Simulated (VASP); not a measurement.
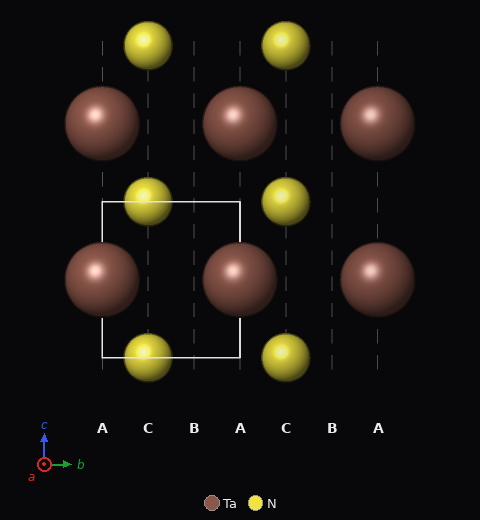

The picture looks along a close-packed row of the hexagonal mesh; c points upwards. The dashed lines mark the three columns A (0, 0), B (1/3, 2/3) and C (2/3, 1/3). The sequence starts with the first layer at or above the cell's origin.

TaN: an entry of the Crystallography Open Database, as set up for an electronic-structure calculation.

### List the layers of one repeat.

N(C) – Ta(A) (two layers in 2.88 Å).
